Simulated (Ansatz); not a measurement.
```
CELL_PARAMETERS angstrom
10.36718 0.00000 0.00000
0.00000 8.23774 0.00000
0.00000 0.00000 5.44396
ATOMIC_POSITIONS crystal
Cs 0.13189 0.75000 0.83923
Cs 0.63189 0.75000 0.66077
Cs 0.86811 0.25000 0.16077
Cs 0.36811 0.25000 0.33923
```

Space group Pnma. This isn't the usual form at ambient conditions. The cell comes from a database of computed structures, not from a measurement.

Method: DFT r2SCAN, scalar-relativistic, plane waves, PAW in Ansatz.

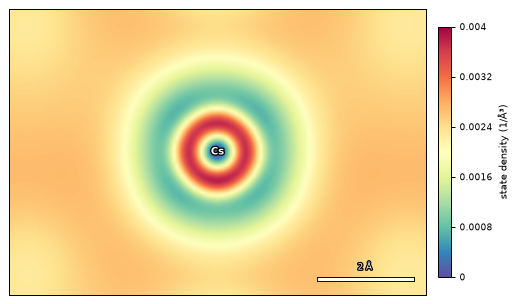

Cs. Density of the Kohn–Sham states from −0.25 to +0.25 eV about the Fermi level (the states at the Fermi level), scaled to one electron a cell: a map on the (100) plane of the conventional cell.

Core electrons are frozen (PAW), so the fields are smoothed inside the atomic spheres.

Question: Describe these states.

Answer: Projected on a minimal set of atomic orbitals (Löwdin), they are Cs 6s (over 95 %).

The run took 98 s on 1 thread of Arm Neoverse N1, with other jobs on the host, peak memory 1.6 GiB.
